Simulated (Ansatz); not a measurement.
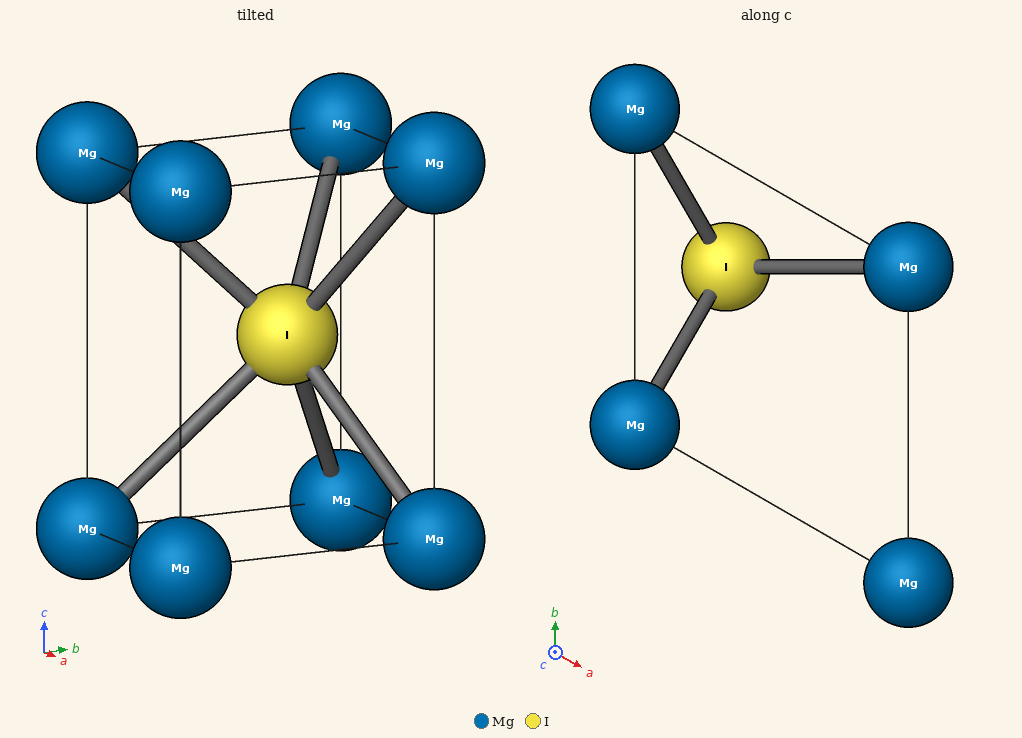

Structure drawing (ball-and-stick), viewed slightly off an axis and along the c axis. The frame is the conventional unit cell; atoms at its boundary are shown with their periodic copies. Cell: a = 4.10 Å, b = 4.10 Å, c = 4.32 Å, α = 90.00°, β = 90.00°, γ = 120.00°.

The initial geometry was a structure type filled with these elements by a generator (whether the compound takes this form wasn't checked). Earlier steps of the study may have refined or changed the cell and positions. A calculation with Ansatz used it as input.

In words:

Answer. Chemical formula MgI. The space group is P-6m2 (No. 187); the lattice is primitive hexagonal. It belongs to the family called tungsten carbide (WC) type. Content of the cell: 1 Mg, 1 I (Z = 1). Around each Mg lie six I in a trigonal prismatic arrangement at about 3.2 Å. Each I atom has six Mg in a trigonal prismatic arrangement at about 3.2 Å around it. The bonds build a three-dimensional framework.

All computed values are from DFT PBE, scalar-relativistic, plane waves, PAW (Ansatz). Settings: an energy cutoff of 420 eV, an 18×18×14 k-point grid, Gaussian smearing of 0.1 eV, no spin polarisation.

What is the electronic character?

Answer. A metal: bands cross the Fermi level.

Give the Bader charge of each element.

Answer. Mg +1.14 e; I -1.14 e.

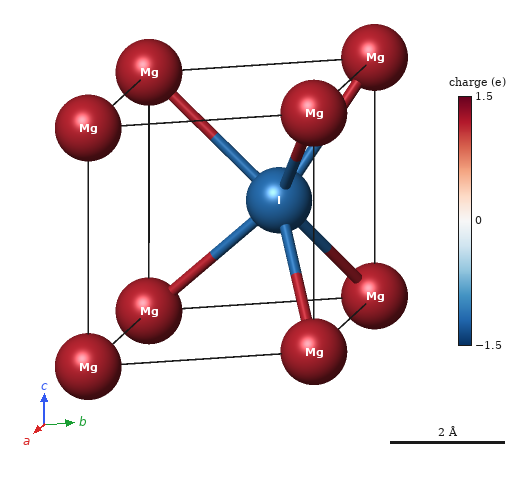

The atoms coloured by those charges. The run's cell of 2 atoms is drawn.

Can this geometry be taken as optimised?

Answer. Yes. All forces vanish to within 0.01 eV/Å. The pressure is 0.0 GPa, close to zero.
